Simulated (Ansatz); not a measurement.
**Run report: Ca7F16 (charge −1), geometry relaxation (part 3 of 3)**

Ca7F16 (defect cell, 23 atoms in the cell, total charge −1); DFT, PBE, plane-wave PAW, default files, scalar-relativistic, spin-polarised (Ansatz 0.2.0); cutoff 420 eV, 3×3×3 k-mesh, Fermi–Dirac smearing of 0.01 eV, collinear spins. The structure derives from an entry of the Crystallography Open Database. It belongs to a series of runs on one base structure; here: Ca vacancy, charge -1, ions relaxed.

Geometry of the input (Å; fractional positions):
```
0.0000  5.4620  5.4620
5.4620  0.0000  5.4620
5.4620  5.4620  0.0000
Ca 0.0000  -0.0000  0.5000
Ca 0.0000  0.5000  -0.0000
Ca 0.0000  0.5000  0.5000
Ca 0.5000  0.0000  -0.0000
Ca 0.5000  0.0000  0.5000
Ca 0.5000  0.5000  -0.0000
Ca 0.5000  0.5000  0.5000
F  0.1250  0.1250  0.1250
F  0.1250  0.1250  0.6250
F  0.1250  0.6250  0.1250
F  0.1250  0.6250  0.6250
F  0.6250  0.1250  0.1250
F  0.6250  0.1250  0.6250
F  0.6250  0.6250  0.1250
F  0.6250  0.6250  0.6250
F  0.3750  0.3750  0.3750
F  0.3750  0.3750  0.8750
F  0.3750  0.8750  0.3750
F  0.3750  0.8750  0.8750
F  0.8750  0.3750  0.3750
F  0.8750  0.3750  0.8750
F  0.8750  0.8750  0.3750
F  0.8750  0.8750  0.8750
```

### File populations.tsv
```
# site	symbol	l	j	q_up	q_dn
# orbitals = lowdin
# n_electrons = 183.000000
# spilling = 0.008285
0	Ca	0_3S	-	0.995191	0.995185
0	Ca	0_4S	-	0.136358	0.137633
0	Ca	1_3P	-	2.996490	2.996375
1	Ca	0_3S	-	0.995191	0.995185
1	Ca	0_4S	-	0.136358	0.137633
1	Ca	1_3P	-	2.996490	2.996375
2	Ca	0_3S	-	0.995191	0.995185
2	Ca	0_4S	-	0.136358	0.137633
2	Ca	1_3P	-	2.996490	2.996375
3	Ca	0_3S	-	0.995191	0.995185
3	Ca	0_4S	-	0.136358	0.137633
3	Ca	1_3P	-	2.996490	2.996375
4	Ca	0_3S	-	0.995191	0.995185
4	Ca	0_4S	-	0.136358	0.137633
4	Ca	1_3P	-	2.996490	2.996375
5	Ca	0_3S	-	0.995191	0.995185
5	Ca	0_4S	-	0.136358	0.137633
5	Ca	1_3P	-	2.996490	2.996375
6	Ca	0_3S	-	0.994730	0.994723
6	Ca	0_4S	-	0.139032	0.140095
6	Ca	1_3P	-	2.996189	2.996133
7	F	0_2S	-	0.971292	0.970891
7	F	1_2P	-	2.931716	2.833896
8	F	0_2S	-	0.971292	0.970891
8	F	1_2P	-	2.931716	2.833896
9	F	0_2S	-	0.971292	0.970891
9	F	1_2P	-	2.931716	2.833896
10	F	0_2S	-	0.968127	0.968019
10	F	1_2P	-	2.922889	2.893107
11	F	0_2S	-	0.971292	0.970891
11	F	1_2P	-	2.931716	2.833896
12	F	0_2S	-	0.968127	0.968019
12	F	1_2P	-	2.922889	2.893107
13	F	0_2S	-	0.968127	0.968019
13	F	1_2P	-	2.922889	2.893107
14	F	0_2S	-	0.968127	0.968019
14	F	1_2P	-	2.922889	2.893107
15	F	0_2S	-	0.968127	0.968019
15	F	1_2P	-	2.922889	2.893107
16	F	0_2S	-	0.968127	0.968019
16	F	1_2P	-	2.922889	2.893107
17	F	0_2S	-	0.968127	0.968019
17	F	1_2P	-	2.922889	2.893107
18	F	0_2S	-	0.971292	0.970891
18	F	1_2P	-	2.931716	2.833896
19	F	0_2S	-	0.968127	0.968019
19	F	1_2P	-	2.922889	2.893107
20	F	0_2S	-	0.971292	0.970891
20	F	1_2P	-	2.931716	2.833896
21	F	0_2S	-	0.971292	0.970891
21	F	1_2P	-	2.931716	2.833896
22	F	0_2S	-	0.971292	0.970891
22	F	1_2P	-	2.931716	2.833896
```

### File rho_z.tsv
```
# z_ang	rho[e/angstrom^3]	rho_spin[e/angstrom^3]
# format = ansatz-planar-average/11
# lattice	0.000000000	5.462000000	5.462000000
# lattice	5.462000000	0.000000000	5.462000000
# lattice	5.462000000	5.462000000	0.000000000
# sites	23
# site	20	2.731000000	2.731000000	0.000000000
# site	20	2.731000000	0.000000000	2.731000000
# site	20	5.462000000	2.731000000	2.731000000
# site	20	-0.000000000	2.731000000	2.731000000
# site	20	2.731000000	5.462000000	2.731000000
# site	20	2.731000000	2.731000000	5.462000000
# site	20	5.462000000	5.462000000	5.462000000
# site	9	1.468026760	1.468026760	1.468026760
# site	9	3.993973240	3.993973240	1.468026760
# site	9	3.993973240	1.468026760	3.993973240
# site	9	6.799231407	4.124768593	4.124768593
# site	9	1.468026760	3.993973240	3.993973240
# site	9	4.124768593	6.799231407	4.124768593
# site	9	4.124768593	4.124768593	6.799231407
# site	9	6.799231407	6.799231407	6.799231407
# site	9	4.124768593	4.124768593	4.124768593
# site	9	6.799231407	6.799231407	4.124768593
# site	9	6.799231407	4.124768593	6.799231407
# site	9	9.455973240	6.930026760	6.930026760
# site	9	4.124768593	6.799231407	6.799231407
# site	9	6.930026760	9.455973240	6.930026760
# site	9	6.930026760	6.930026760	9.455973240
# site	9	9.455973240	9.455973240	9.455973240
0.000000	5.755606e-1	1.606066e-4
0.143045	5.710262e-1	2.861600e-4
0.286090	5.623441e-1	7.111113e-4
0.429135	5.664951e-1	1.602577e-3
0.572180	6.029448e-1	3.121076e-3
0.715225	6.694686e-1	5.310935e-3
0.858270	7.341739e-1	7.842445e-3
1.001316	7.545607e-1	9.434514e-3
1.144361	7.043420e-1	8.796179e-3
1.287406	5.884238e-1	6.470581e-3
1.430451	4.404251e-1	4.052535e-3
1.573496	3.048190e-1	2.298192e-3
1.716541	2.109164e-1	1.212887e-3
1.859586	1.615796e-1	6.641852e-4
2.002631	1.478082e-1	4.766135e-4
2.145676	1.659917e-1	5.596697e-4
2.288721	2.215308e-1	9.286065e-4
2.431766	3.218742e-1	1.639481e-3
2.574811	4.617843e-1	2.755371e-3
2.717857	6.148427e-1	4.017924e-3
2.860902	7.442869e-1	4.440775e-3
3.003947	8.228301e-1	3.513636e-3
3.146992	8.460395e-1	2.520039e-3
3.290037	8.328631e-1	2.496586e-3
3.433082	8.121087e-1	2.605705e-3
3.576127	8.026035e-1	2.167370e-3
3.719172	8.040486e-1	1.656547e-3
3.862217	8.063107e-1	1.476766e-3
4.005262	8.040486e-1	1.656547e-3
4.148307	8.026035e-1	2.167370e-3
4.291352	8.121087e-1	2.605705e-3
4.434398	8.328631e-1	2.496586e-3
4.577443	8.460395e-1	2.520039e-3
4.720488	8.228301e-1	3.513636e-3
4.863533	7.442869e-1	4.440775e-3
5.006578	6.148427e-1	4.017924e-3
5.149623	4.617843e-1	2.755371e-3
5.292668	3.218742e-1	1.639481e-3
5.435713	2.215308e-1	9.286065e-4
5.578758	1.659917e-1	5.596697e-4
5.721803	1.478082e-1	4.766135e-4
5.864848	1.615796e-1	6.641852e-4
6.007893	2.109164e-1	1.212887e-3
6.150939	3.048190e-1	2.298192e-3
6.293984	4.404251e-1	4.052535e-3
6.437029	5.884238e-1	6.470581e-3
6.580074	7.043420e-1	8.796179e-3
6.723119	7.545607e-1	9.434514e-3
6.866164	7.341739e-1	7.842445e-3
7.009209	6.694686e-1	5.310935e-3
7.152254	6.029448e-1	3.121076e-3
7.295299	5.664951e-1	1.602577e-3
7.438344	5.623441e-1	7.111113e-4
7.581389	5.710262e-1	2.861600e-4
```

### File v_z.tsv
```
# z_ang	v_es[eV]	v_tot_up[eV]	v_tot_dn[eV]
# format = ansatz-planar-average/11
# xc	pbe
# density_cutoff_ev	1680
# datasets	Ca=:simpson_from_first_knot:soft	F=:simpson_from_first_knot:soft
# lattice	0.000000000	5.462000000	5.462000000
# lattice	5.462000000	0.000000000	5.462000000
# lattice	5.462000000	5.462000000	0.000000000
# sites	23
# site	20	2.731000000	2.731000000	0.000000000
# site	20	2.731000000	0.000000000	2.731000000
# site	20	5.462000000	2.731000000	2.731000000
# site	20	-0.000000000	2.731000000	2.731000000
# site	20	2.731000000	5.462000000	2.731000000
# site	20	2.731000000	2.731000000	5.462000000
# site	20	5.462000000	5.462000000	5.462000000
# site	9	1.468026760	1.468026760	1.468026760
# site	9	3.993973240	3.993973240	1.468026760
# site	9	3.993973240	1.468026760	3.993973240
# site	9	6.799231407	4.124768593	4.124768593
# site	9	1.468026760	3.993973240	3.993973240
# site	9	4.124768593	6.799231407	4.124768593
# site	9	4.124768593	4.124768593	6.799231407
# site	9	6.799231407	6.799231407	6.799231407
# site	9	4.124768593	4.124768593	4.124768593
# site	9	6.799231407	6.799231407	4.124768593
# site	9	6.799231407	4.124768593	6.799231407
# site	9	9.455973240	6.930026760	6.930026760
# site	9	4.124768593	6.799231407	6.799231407
# site	9	6.930026760	9.455973240	6.930026760
# site	9	6.930026760	6.930026760	9.455973240
# site	9	9.455973240	9.455973240	9.455973240
0.000000	1.462930e0	-8.296268e0	-8.291142e0
0.143045	1.578213e0	-8.196447e0	-8.189721e0
0.286090	1.554278e0	-8.260271e0	-8.249794e0
0.429135	1.415159e0	-8.416026e0	-8.399975e0
0.572180	1.458252e0	-8.324050e0	-8.301625e0
0.715225	1.710222e0	-7.928514e0	-7.900446e0
0.858270	2.175150e0	-7.207592e0	-7.175202e0
1.001316	2.828388e0	-6.229400e0	-6.194920e0
1.144361	3.606755e0	-5.035972e0	-5.000305e0
1.287406	4.529961e0	-3.652340e0	-3.618738e0
1.430451	5.630592e0	-2.211312e0	-2.184108e0
1.573496	6.824158e0	-7.179905e-1	-6.959509e-1
1.716541	7.976454e0	7.562216e-1	7.741110e-1
1.859586	8.813311e0	1.767595e0	1.781075e0
2.002631	8.960465e0	1.968554e0	1.978807e0
2.145676	8.399431e0	1.360051e0	1.368630e0
2.288721	7.320552e0	1.761315e-2	2.638773e-2
2.431766	5.917124e0	-1.763703e0	-1.756488e0
2.574811	4.429761e0	-3.727601e0	-3.721276e0
2.717857	2.972595e0	-5.866922e0	-5.857864e0
2.860902	1.585546e0	-7.990070e0	-7.981886e0
3.003947	2.723189e-1	-9.955341e0	-9.950185e0
3.146992	-9.080756e-1	-1.171726e1	-1.171262e1
3.290037	-1.842145e0	-1.311825e1	-1.311290e1
3.433082	-2.437981e0	-1.403585e1	-1.402766e1
3.576127	-2.633458e0	-1.442300e1	-1.441217e1
3.719172	-2.521171e0	-1.439024e1	-1.437782e1
3.862217	-2.431001e0	-1.431588e1	-1.430234e1
4.005262	-2.521171e0	-1.439024e1	-1.437782e1
4.148307	-2.633458e0	-1.442300e1	-1.441217e1
4.291352	-2.437981e0	-1.403585e1	-1.402766e1
4.434398	-1.842145e0	-1.311825e1	-1.311290e1
4.577443	-9.080756e-1	-1.171726e1	-1.171262e1
4.720488	2.723189e-1	-9.955341e0	-9.950185e0
4.863533	1.585546e0	-7.990070e0	-7.981886e0
5.006578	2.972595e0	-5.866922e0	-5.857864e0
5.149623	4.429761e0	-3.727601e0	-3.721276e0
5.292668	5.917124e0	-1.763703e0	-1.756488e0
5.435713	7.320552e0	1.761315e-2	2.638773e-2
5.578758	8.399431e0	1.360051e0	1.368630e0
5.721803	8.960465e0	1.968554e0	1.978807e0
5.864848	8.813311e0	1.767595e0	1.781075e0
6.007893	7.976454e0	7.562216e-1	7.741110e-1
6.150939	6.824158e0	-7.179905e-1	-6.959509e-1
6.293984	5.630592e0	-2.211312e0	-2.184108e0
6.437029	4.529961e0	-3.652340e0	-3.618738e0
6.580074	3.606755e0	-5.035972e0	-5.000305e0
6.723119	2.828388e0	-6.229400e0	-6.194920e0
6.866164	2.175150e0	-7.207592e0	-7.175202e0
7.009209	1.710222e0	-7.928514e0	-7.900446e0
7.152254	1.458252e0	-8.324050e0	-8.301625e0
7.295299	1.415159e0	-8.416026e0	-8.399975e0
7.438344	1.554278e0	-8.260271e0	-8.249794e0
7.581389	1.578213e0	-8.196447e0	-8.189721e0
```

### Trajectory as extended XYZ (Å, eV, eV/Å), 4 frames, from step=1 to step=4
```
23
Lattice="0.0000 5.4620 5.4620 5.4620 0.0000 5.4620 5.4620 5.4620 0.0000" Properties=species:S:1:pos:R:3:forces:R:3 step=1 energy=-25685.20537
Ca    2.7310    2.7310    0.0000    0.0000   0.0000   0.0000
Ca    2.7310    0.0000    2.7310    0.0000   0.0000   0.0000
Ca    5.4620    2.7310    2.7310    0.0000   0.0000   0.0000
Ca    0.0000    2.7310    2.7310    0.0000   0.0000   0.0000
Ca    2.7310    5.4620    2.7310    0.0000   0.0000   0.0000
Ca    2.7310    2.7310    5.4620    0.0000   0.0000   0.0000
Ca    5.4620    5.4620    5.4620    0.0000   0.0000   0.0000
F     1.3655    1.3655    1.3655    0.4234   0.4234   0.4234
F     4.0965    4.0965    1.3655   -0.4234  -0.4234   0.4234
F     4.0965    1.3655    4.0965   -0.4234   0.4234  -0.4234
F     6.8275    4.0965    4.0965   -0.0894   0.0894   0.0894
F     1.3655    4.0965    4.0965    0.4234  -0.4234  -0.4234
F     4.0965    6.8275    4.0965    0.0894  -0.0894   0.0894
F     4.0965    4.0965    6.8275    0.0894   0.0894  -0.0894
F     6.8275    6.8275    6.8275   -0.0894  -0.0894  -0.0894
F     4.0965    4.0965    4.0965    0.0894   0.0894   0.0894
F     6.8275    6.8275    4.0965   -0.0894  -0.0894   0.0894
F     6.8275    4.0965    6.8275   -0.0894   0.0894  -0.0894
F     9.5585    6.8275    6.8275   -0.4234   0.4234   0.4234
F     4.0965    6.8275    6.8275    0.0894  -0.0894  -0.0894
F     6.8275    9.5585    6.8275    0.4234  -0.4234   0.4234
F     6.8275    6.8275    9.5585    0.4234   0.4234  -0.4234
F     9.5585    9.5585    9.5585   -0.4234  -0.4234  -0.4234
23
Lattice="0.0000 5.4620 5.4620 5.4620 0.0000 5.4620 5.4620 5.4620 0.0000" Properties=species:S:1:pos:R:3:forces:R:3 step=2 energy=-25685.69259
Ca    2.7310    2.7310    0.0000    0.0000   0.0000   0.0000
Ca    2.7310    0.0000    2.7310    0.0000   0.0000   0.0000
Ca    5.4620    2.7310    2.7310    0.0000   0.0000   0.0000
Ca    0.0000    2.7310    2.7310    0.0000   0.0000   0.0000
Ca    2.7310    5.4620    2.7310    0.0000   0.0000   0.0000
Ca    2.7310    2.7310    5.4620    0.0000   0.0000   0.0000
Ca    5.4620    5.4620    5.4620    0.0000   0.0000   0.0000
F     1.4760    1.4760    1.4760   -0.0641  -0.0641  -0.0641
F     3.9860    3.9860    1.4760    0.0641   0.0641  -0.0641
F     3.9860    1.4760    3.9860    0.0641  -0.0641   0.0641
F     6.8134    4.1106    4.1106   -0.1572   0.1572   0.1572
F     1.4760    3.9860    3.9860   -0.0641   0.0641   0.0641
F     4.1106    6.8134    4.1106    0.1572  -0.1572   0.1572
F     4.1106    4.1106    6.8134    0.1572   0.1572  -0.1572
F     6.8134    6.8134    6.8134   -0.1572  -0.1572  -0.1572
F     4.1106    4.1106    4.1106    0.1572   0.1572   0.1572
F     6.8134    6.8134    4.1106   -0.1572  -0.1572   0.1572
F     6.8134    4.1106    6.8134   -0.1572   0.1572  -0.1572
F     9.4480    6.9380    6.9380    0.0641  -0.0641  -0.0641
F     4.1106    6.8134    6.8134    0.1572  -0.1572  -0.1572
F     6.9380    9.4480    6.9380   -0.0641   0.0641  -0.0641
F     6.9380    6.9380    9.4480   -0.0641  -0.0641   0.0641
F     9.4480    9.4480    9.4480    0.0641   0.0641   0.0641
23
Lattice="0.0000 5.4620 5.4620 5.4620 0.0000 5.4620 5.4620 5.4620 0.0000" Properties=species:S:1:pos:R:3:forces:R:3 step=3 energy=-25685.72599
Ca    2.7310    2.7310    0.0000    0.0000   0.0000   0.0000
Ca    2.7310    0.0000    2.7310    0.0000   0.0000   0.0000
Ca    5.4620    2.7310    2.7310    0.0000   0.0000   0.0000
Ca    0.0000    2.7310    2.7310    0.0000   0.0000   0.0000
Ca    2.7310    5.4620    2.7310    0.0000   0.0000   0.0000
Ca    2.7310    2.7310    5.4620    0.0000   0.0000   0.0000
Ca    5.4620    5.4620    5.4620    0.0000   0.0000   0.0000
F     1.4680    1.4680    1.4680   -0.0021  -0.0021  -0.0021
F     3.9940    3.9940    1.4680    0.0021   0.0021  -0.0021
F     3.9940    1.4680    3.9940    0.0021  -0.0021   0.0021
F     6.7992    4.1248    4.1248   -0.0008   0.0008   0.0008
F     1.4680    3.9940    3.9940   -0.0021   0.0021   0.0021
F     4.1248    6.7992    4.1248    0.0008  -0.0008   0.0008
F     4.1248    4.1248    6.7992    0.0008   0.0008  -0.0008
F     6.7992    6.7992    6.7992   -0.0008  -0.0008  -0.0008
F     4.1248    4.1248    4.1248    0.0008   0.0008   0.0008
F     6.7992    6.7992    4.1248   -0.0008  -0.0008   0.0008
F     6.7992    4.1248    6.7992   -0.0008   0.0008  -0.0008
F     9.4560    6.9300    6.9300    0.0021  -0.0021  -0.0021
F     4.1248    6.7992    6.7992    0.0008  -0.0008  -0.0008
F     6.9300    9.4560    6.9300   -0.0021   0.0021  -0.0021
F     6.9300    6.9300    9.4560   -0.0021  -0.0021   0.0021
F     9.4560    9.4560    9.4560    0.0021   0.0021   0.0021
23
Lattice="0.0000 5.4620 5.4620 5.4620 0.0000 5.4620 5.4620 5.4620 0.0000" Properties=species:S:1:pos:R:3:forces:R:3 step=4 energy=-25685.72599
Ca    2.7310    2.7310    0.0000    0.0000   0.0000   0.0000
Ca    2.7310    0.0000    2.7310    0.0000   0.0000   0.0000
Ca    5.4620    2.7310    2.7310    0.0000   0.0000   0.0000
Ca    0.0000    2.7310    2.7310    0.0000   0.0000   0.0000
Ca    2.7310    5.4620    2.7310    0.0000   0.0000   0.0000
Ca    2.7310    2.7310    5.4620    0.0000   0.0000   0.0000
Ca    5.4620    5.4620    5.4620    0.0000   0.0000   0.0000
F     1.4680    1.4680    1.4680   -0.0021  -0.0021  -0.0021
F     3.9940    3.9940    1.4680    0.0021   0.0021  -0.0021
F     3.9940    1.4680    3.9940    0.0021  -0.0021   0.0021
F     6.7992    4.1248    4.1248   -0.0008   0.0008   0.0008
F     1.4680    3.9940    3.9940   -0.0021   0.0021   0.0021
F     4.1248    6.7992    4.1248    0.0008  -0.0008   0.0008
F     4.1248    4.1248    6.7992    0.0008   0.0008  -0.0008
F     6.7992    6.7992    6.7992   -0.0008  -0.0008  -0.0008
F     4.1248    4.1248    4.1248    0.0008   0.0008   0.0008
F     6.7992    6.7992    4.1248   -0.0008  -0.0008   0.0008
F     6.7992    4.1248    6.7992   -0.0008   0.0008  -0.0008
F     9.4560    6.9300    6.9300    0.0021  -0.0021  -0.0021
F     4.1248    6.7992    6.7992    0.0008  -0.0008  -0.0008
F     6.9300    9.4560    6.9300   -0.0021   0.0021  -0.0021
F     6.9300    6.9300    9.4560   -0.0021  -0.0021   0.0021
F     9.4560    9.4560    9.4560    0.0021   0.0021   0.0021
```

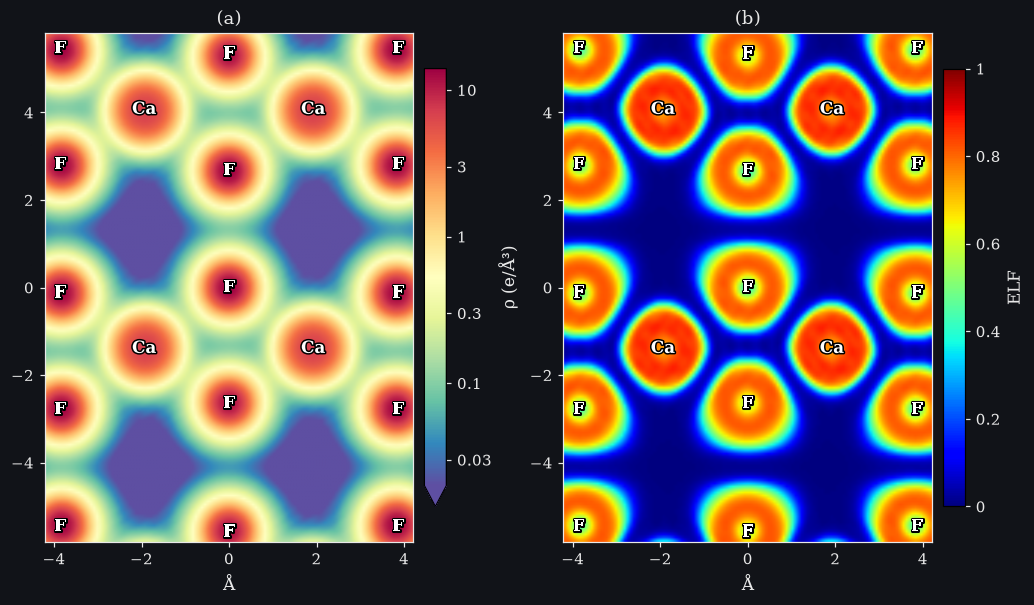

**Figure 1.** (a) valence electron density; (b) electron localisation function on the (101̄) plane of the calculation cell. The section cuts through Ca and F sites. Ca–F (2.38 Å): the density is about 0.21 e/Å³ at the midpoint; the ELF is about 0.05 at the midpoint (a largely ionic contact). Away from the nuclei the density in this plane falls to 0.005 e/Å³ at its lowest. The strong features right at Ca lie inside the PAW spheres (semicore, d or f shells) and say nothing about bonding. In a PAW calculation such maps are meaningful between the atoms, not at the nuclei.

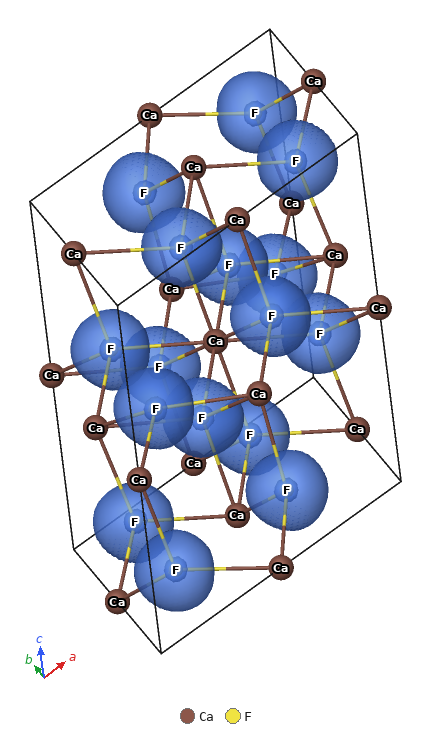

**Figure 2.** Isosurface of the ELF at 0.65 (blue), seen slightly off an axis. Only the valence region is drawn (cores and ρ < 0.01 e/Å³ removed). Sticks mark near contacts. The outline is the calculation cell. Along the contacts the grid gives the following. Ca–F (2.38 Å): the ELF peaks at about 0.80 in the valence shell of F, 0.7 Å from its nucleus, and drops to about 0.05 between the two atoms (a contact without a shared pair).
